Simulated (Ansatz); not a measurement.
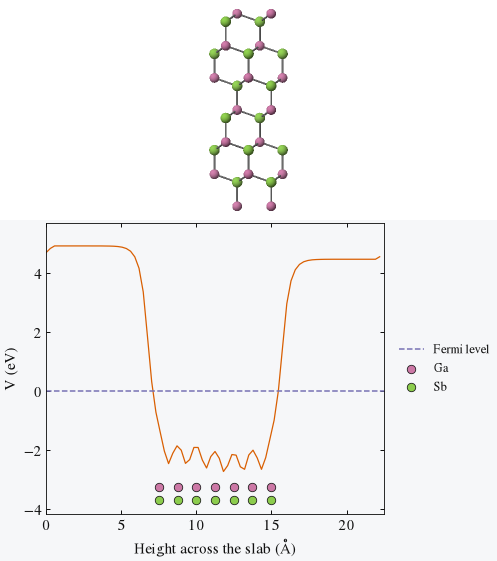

Plane-averaged electrostatic potential energy of an electron across the slab; circles at the bottom mark the heights of the atoms. The structure is drawn too.

System: a (211) slab cut from GaSb (F-43m), ended by GaSb planes, 14 atoms in the cell, repeats removed: 2.

Method: DFT PBEsol, scalar-relativistic, plane waves, PAW, no spin polarisation, 8×4×1 k mesh, Gaussian smearing of 0.1 eV (Ansatz).

Q: What is the work function?

A: The work function is 4.46 eV at the right face and 4.91 eV at the left.

Q: Do the two faces differ, and what does that say about the slab's dipole?

A: The vacuum level is 0.45 eV higher at the left than at the right, so the slab carries a dipole along its normal; the ramp in the vacuum, at or near the edge of the plot, is the dipole correction that keeps each side flat.

The atoms aren't at rest in this cell (largest force 1.0 eV/Å), so the relaxed material can differ.
